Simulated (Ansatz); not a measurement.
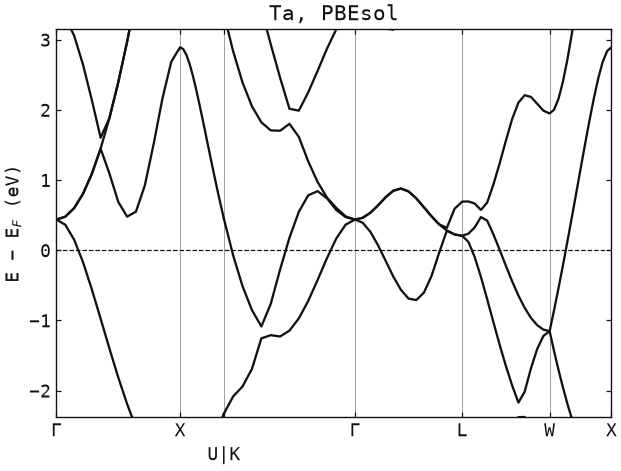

Describe the figure.

Band structure of Ta, space group Fm-3m, 1 atom in the cell. Method: DFT PBEsol, scalar-relativistic, plane waves, PAW, no spin polarisation, 18×18×18 k mesh, Gaussian smearing of 0.1 eV (Ansatz 0.2.0). Energies are counted from the Fermi level.

A metal: 2 bands cross the Fermi level along this path. Bands cross the Fermi level on Γ–X, K–Γ, Γ–L, L–W and W–X, and not on X–U.

The cell is at −6 GPa in this functional. Spin-orbit coupling is left out, which matters for Ta.
